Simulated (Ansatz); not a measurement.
**TiO2: density, localisation and related maps**

Input file:

```
crystal:
  lattice:
    - [4.5967496901, 0.0, 0.0]
    - [0.0, 4.5967496901, 0.0]
    - [0.0, 0.0, 2.9536714147]
  atoms:
    - { symbol: Ti, position: [0.0, 0.0, 0.0211601059] }
    - { symbol: Ti, position: [0.5, 0.5, 0.5211601059] }
    - { symbol: O, position: [0.304611801, 0.304611801, 0.0] }
    - { symbol: O, position: [0.195388199, 0.804611801, 0.5] }
    - { symbol: O, position: [0.695388199, 0.695388199, 0.0] }
    - { symbol: O, position: [0.804611801, 0.195388199, 0.5] }
basis:
  ecutwfc: 500
kpoints:
  mp_grid: { grid: [6, 6, 10] }
hamiltonian:
  xc: r2scan
scf:
  occupations: { method: gaussian, width: 0.05 }
output:
  forces: true
  stress: true
  eigenvalues: true
  write_density: true
  write_potential: true
  elf: true
  volumetric_format: npy
```

Launched as:

```sh
ansatz run input.yaml --threads 1 --pin off --max-ram 2560MiB --backend cpu --events-out ev --progress --plain --runs-dir out
```

Below, planes, directions and counts refer to the conventional cell (a = 4.60 Å, b = 4.60 Å, c = 2.95 Å, α = 90.00°, β = 90.00°, γ = 90.00°).

Space group P4₂nm; changed on purpose from its base cell (all Ti atoms moved +0.062 Å, as atom 1 along Cartesian [0 0 1]); computed without spin polarisation.

These are results of Ansatz, DFT r2SCAN, scalar-relativistic, plane waves, PAW, not measurements.

Core electrons are frozen (PAW), and the valence fields are smoothed inside the atomic spheres.

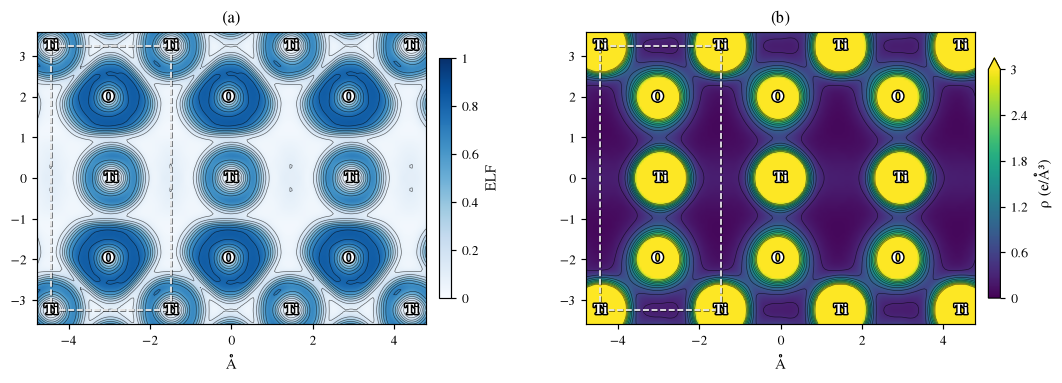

Figure 1. (a) ELF; (b) valence pseudo-density on the (110) plane of the conventional cell.

Describe what can be read from this map.

- The plane passes through Ti and O nuclei.
- Ti–O (1.90 Å): ρ at the midpoint is about 0.82 e/Å³; the ELF peaks at about 0.80 in the valence shell of O, 0.6 Å from its nucleus, and is about 0.25 at the midpoint: no shared electron pair shows on this line.
- Ti–O (2.00 Å): ρ is about 0.64 e/Å³ halfway; the ELF peaks at about 0.80 in the valence shell of O, 0.6 Å from its nucleus, and is about 0.20 at the midpoint; no localised pair shows between them.
- Between the atoms the lowest density in this plane is 0.06 e/Å³.
- The features right at Ti lie inside the PAW spheres, where the map follows smoothed inner orbitals and isn't to be read closely.

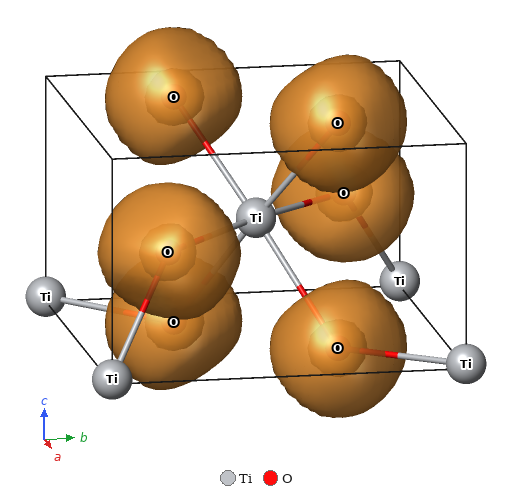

Figure 2. Isosurface of the electron localisation function at 0.7 (orange), seen slightly off an axis. Core shells and regions of very low density are left out. Sticks mark near contacts.

Where are the electrons localised?

The surface consists of four regions wrapped around O (the valence shell of each), counted in one cell of 6 atoms. Any copies at cell faces, edges or corners count once. Profiles from the grid: Ti–O (1.98 Å): the ELF peaks at about 0.85 in the valence shell of O, 0.6 Å from its nucleus, and is about 0.20 at the midpoint: no localised pair shows between them.

Metal or insulator at this level of theory?

It is gapped, with a Kohn–Sham gap of 2.3 eV on the k-point mesh (the band edges may lie off the mesh, which would make the gap smaller).
